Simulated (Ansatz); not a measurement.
Consider SiNi$_{2}$.

Input

```
crystal:
  lattice:
    - [3.9119262937, 0.0, 0.0]
    - [-1.9559631469, 3.3878275481, 0.0]
    - [0.0, 0.0, 4.9914522299]
  atoms:
    - { symbol: Si, position: [0.3333333333, 0.6666666667, 0.75] }
    - { symbol: Si, position: [0.6666666667, 0.3333333333, 0.25] }
    - { symbol: Ni, position: [0.0, 0.0, 0.0], spin: 2.0 }
    - { symbol: Ni, position: [0.0, 0.0, 0.5], spin: 2.0 }
    - { symbol: Ni, position: [0.3333333333, 0.6666666667, 0.25], spin: 2.0 }
    - { symbol: Ni, position: [0.6666666667, 0.3333333333, 0.75], spin: 2.0 }
basis:
  ecutwfc: 500
kpoints:
  mp_grid: { grid: [12, 12, 8] }
  band_path:
    path:
      - [[0.0, 0.0, 0.0], [0.5, 0.0, 0.0], [0.33333333, 0.33333333, 0.0], [0.0, 0.0, 0.0], [0.0, 0.0, 0.5], [0.5, 0.0, 0.5], [0.33333333, 0.33333333, 0.5], [0.0, 0.0, 0.5]]
      - [[0.5, 0.0, 0.5], [0.5, 0.0, 0.0]]
      - [[0.33333333, 0.33333333, 0.5], [0.33333333, 0.33333333, 0.0]]
    npoints: 14
hamiltonian:
  xc: r2scan
scf:
  occupations: { method: gaussian, width: 0.1 }
  n_extra_bands: 15
output:
  forces: true
  stress: true
  eigenvalues: true
  populations: true
  dos: { projected: true, de: 0.02, nscf_kmesh: { grid: [18, 18, 12] } }
  bader: true
  write_density: true
  write_potential: true
  elf: true
  volumetric_format: npy
magnetization:
  spin_polarized: true
```

Launched as:

```sh
ansatz run input.yaml --threads 2 --pin off --max-ram 5120MiB --backend cpu --events-out ev --progress --plain --runs-dir out
```

Below, planes, directions and counts refer to the conventional cell (a = 3.91 Å, b = 3.91 Å, c = 4.99 Å, α = 90.00°, β = 90.00°, γ = 120.00°).

Space group P6₃/mmc; computed pressure about −7 GPa in this cell; the program warned that a starting moment wasn't kept; spin-polarised, but the moments vanished.

Theory: Ansatz 0.2.0, DFT r2SCAN, scalar-relativistic, plane waves, PAW.

### What can the converged valence pseudo-density and electron localisation function tell about the bonding?

Si–Ni (2.26 Å): the density is about 0.52 e/Å³ at the midpoint; the ELF peaks at about 0.70 between the atoms.
Bader's partition of the density gives Si +0.51 and Ni −0.51 to 0.00 e.

### Which way does charge flow, and how much by Bader's partition?

Electrons move from Si towards Ni. Bader charges: Si +0.51 and Ni −0.51 to 0.00 e.

### Does the calculation give a band gap?

It is metallic or semimetallic at this level of theory: no gap opens.

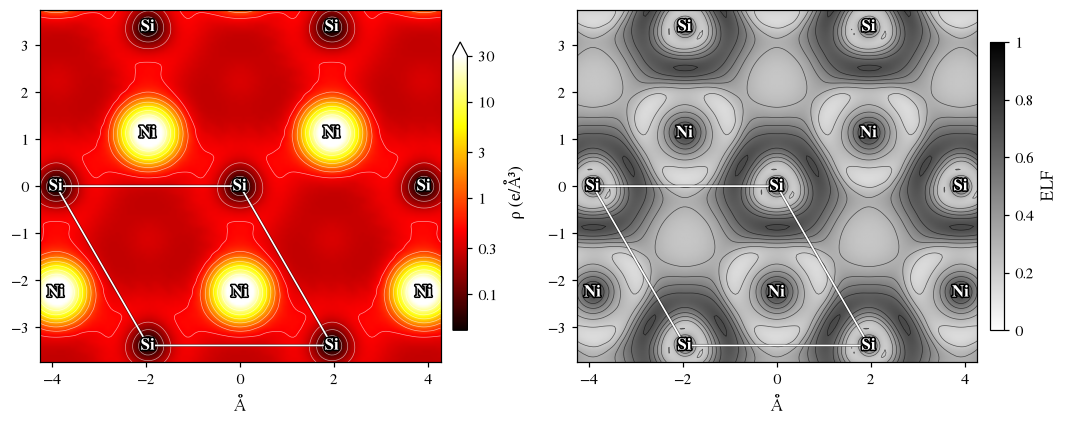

Computed valence pseudo-density and electron localisation function on the (001) plane of the conventional cell, in this order. 

The density is the valence pseudo-density of a PAW calculation; it isn't the true density close to the nuclei.
